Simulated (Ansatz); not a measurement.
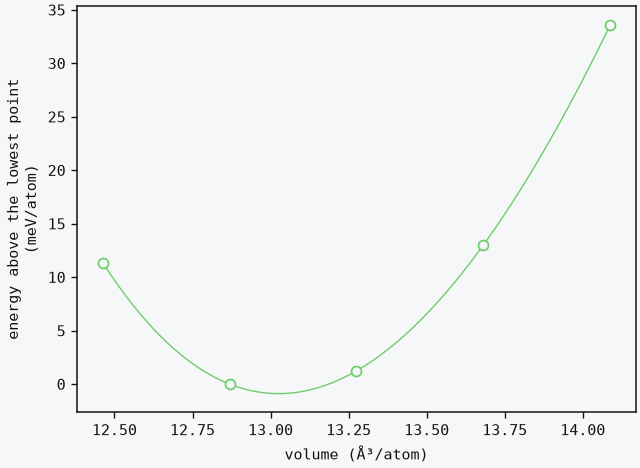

The picture above shows the energy above the lowest point against volume for CdO, space group Fm-3m (No. 225) (one of a set of cubic test structures, which need not be the stable phase).

Method: equation of state of a cubic crystal from periodic Kohn-Sham density functional theory without spin, third-order Birch-Murnaghan fit to the free energies; pressure corrected for the finite basis (Ansatz 0.2.0 development build). Level: r2SCAN.

structure type rock salt; atoms in cell 2; space group number 225; lattice centring face-centred primitive; k mesh 12×12×12; occupation method Fermi–Dirac; occupation width 0.1 eV; wave cutoff 1050 eV; datasets hand-made PAW; density tolerance 1e−09 eV; bands 17; density cutoff ratio 5; search for lower states default; xc grid level 2.

**Give the fitted equation-of-state parameters.**

A third-order Birch–Murnaghan fit gives V0 = 13.03 Å³/atom, B0 = 148 GPa and B′ = 4.7.

The computed values:

```tsv
volume (Å³/atom)	energy above the lowest point (meV/atom)
12.46	11.4
12.87	0.0
13.28	1.2
13.68	13.0
14.09	33.6
```
